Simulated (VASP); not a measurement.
# A series of single points on TaN

System: TaN (P-6m2, 2 atoms in the cell).
Method: Kohn-Sham DFT of a periodic cell, PBEsol, VASP PAW PBE potentials, recommended, no spin polarisation (VASP 6.6.1).

The 7 runs differ only in the geometry, by an even scaling of the cell at fixed fractional positions. The structure derives from an entry of the Crystallography Open Database.

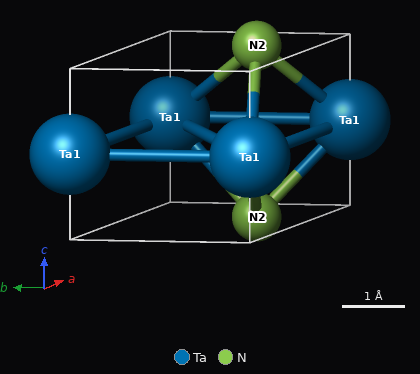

Figure 1. The structure of run 4 (ball-and-stick view of the cell of the calculation, seen at an oblique angle; atoms are numbered from 1 in the order of the input).

## INCAR of run 4
```
ALGO     = Normal         # electronic algorithm
EDIFF    = 1E-7           # SCF threshold, eV
ENCUT    = 520            # plane-wave cutoff, eV
GGA      = PS             # functional
ISIF     = 2              # what is computed and relaxed
ISMEAR   = -1             # smearing method
LASPH    = True           # aspherical terms in the spheres
LCHARG   = False          # write CHGCAR
LREAL    = False          # projectors in reciprocal space
LWAVE    = False          # write WAVECAR
NBANDS   = 15             # bands
NELM     = 80             # most SCF steps
PREC     = Accurate       # precision mode
SIGMA    = 0.05           # smearing width, eV
```

## KPOINTS of run 4
```
k-points
0
Gamma
  10 10 9
```

## POSCAR of run 4
```
TaN
1.0
    2.9380000000      0.0000000000      0.0000000000
   -1.4690000000      2.5443826363      0.0000000000
    0.0000000000      0.0000000000      2.8830000000
Ta N
1 1
Direct
    0.0000000000      0.0000000000      0.5000000000
    0.6666666667      0.3333333333      0.0000000000
```

Command:
```bash
cat potpaw_PBE.64/Ta_pv/POTCAR potpaw_PBE.64/N/POTCAR > POTCAR
mpirun -np 1 vasp_std > vasp.out
```

Run 6 differs from it as follows:
```diff
-    2.9380000000      0.0000000000      0.0000000000
-   -1.4690000000      2.5443826363      0.0000000000
-    0.0000000000      0.0000000000      2.8830000000
+    2.9766623284      0.0000000000      0.0000000000
+   -1.4883311642      2.5778651949      0.0000000000
+    0.0000000000      0.0000000000      2.9209385612
```

## Results, with one run withheld

| run | volume per atom (Å³) | free energy per atom, from the lowest run given (meV) | pressure (GPa) |
| --- | --- | --- | --- |
| 1 | 10.129 | 31.50 | 20.52 |
| 2 | 10.345 | 9.95 | 11.41 |
| 3 | 10.560 | 0.00 | 3.24 |
| 4 | 10.776 | 0.47 | −4.09 |
| 5 | 10.991 | 10.30 | −10.66 |
| 6 | 11.207 | ? | ? |
| 7 | 11.422 | 54.23 | −21.85 |

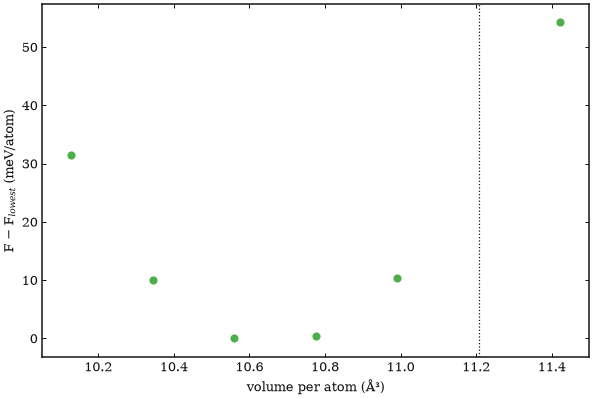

Figure 2. Free energy per atom of the runs given; the dotted line marks run 6.

What should run 6 give?

A cubic polynomial in V^(−2/3) (the Birch–Murnaghan form), fitted to the 6 runs given, misses them by at most 0.02 meV per atom. With x = V^(−2/3) − 0.20607 Å⁻², it reads F = −0.88328 − 547.49 x + 6.3857e+05 x² + 4.9559e+05 x³ (meV per atom). At run 6 it gives 28.54 meV per atom, and the run itself gives 28.50. The slope of the fit gives a pressure −dF/dV of −16.45 GPa there, and the run prints −16.56 GPa. The two needn't agree exactly: the fit is approximate, and the printed stress is taken on a finite basis. The fit has its minimum at 10.657 Å³ per atom, where V d²F/dV² gives 364 GPa. Cell shape and fractional positions are held, so this is the stiffness under even scaling; the relaxed bulk modulus wasn't computed.

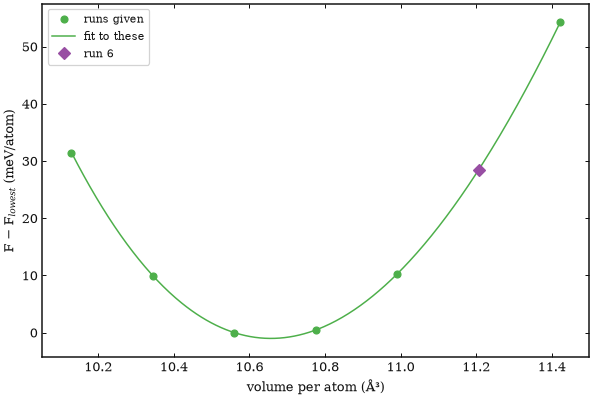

Figure 3. The fit and the withheld run.

## OSZICAR and lines of OUTCAR (run 6)
```
N       E                     dE             d eps       ncg     rms          rms(c)
DAV:   1     0.926654613313E+02    0.92665E+02   -0.87739E+03  2100   0.111E+03
DAV:   2    -0.230737233273E+02   -0.11574E+03   -0.10949E+03  2548   0.303E+02
DAV:   3    -0.261115375369E+02   -0.30378E+01   -0.30247E+01  2296   0.478E+01
DAV:   4    -0.261246839585E+02   -0.13146E-01   -0.13143E-01  2849   0.340E+00
DAV:   5    -0.261247626654E+02   -0.78707E-04   -0.78703E-04  2338   0.250E-01    0.220E+01
DAV:   6    -0.238813960162E+02    0.22434E+01   -0.35940E+00  2724   0.224E+01    0.930E+00
DAV:   7    -0.237862052845E+02    0.95191E-01   -0.50865E-01  2422   0.587E+00    0.643E+00
DAV:   8    -0.237544963484E+02    0.31709E-01   -0.18355E-01  2569   0.355E+00    0.136E+00
DAV:   9    -0.237475340676E+02    0.69623E-02   -0.16212E-02  2310   0.103E+00    0.209E-01
DAV:  10    -0.237474284775E+02    0.10559E-03   -0.97087E-04  2618   0.363E-01    0.885E-02
DAV:  11    -0.237473718883E+02    0.56589E-04   -0.69103E-05  2373   0.908E-02    0.130E-02
DAV:  12    -0.237473720698E+02   -0.18145E-06   -0.90898E-06  2352   0.259E-02    0.348E-03
DAV:  13    -0.237473720863E+02   -0.16486E-07   -0.32887E-08  1792   0.181E-03
   1 F= -.23747372E+02 E0= -.23747188E+02  d E =-.368890E-03
[... from OUTCAR:]
  free energy    TOTEN  =       -23.74737209 eV
  energy without entropy =      -23.74700320  energy(sigma->0) =      -23.74718764
 E-fermi :   7.7311     XC(G=0): -13.2923     alpha+bet :-14.5634
  free  energy   TOTEN  =       -23.7473720863 eV
  energy  without entropy=      -23.7470031958  energy(sigma->0) =      -23.74718764
```

Notes: Spin–orbit coupling is left out, which matters for Ta.
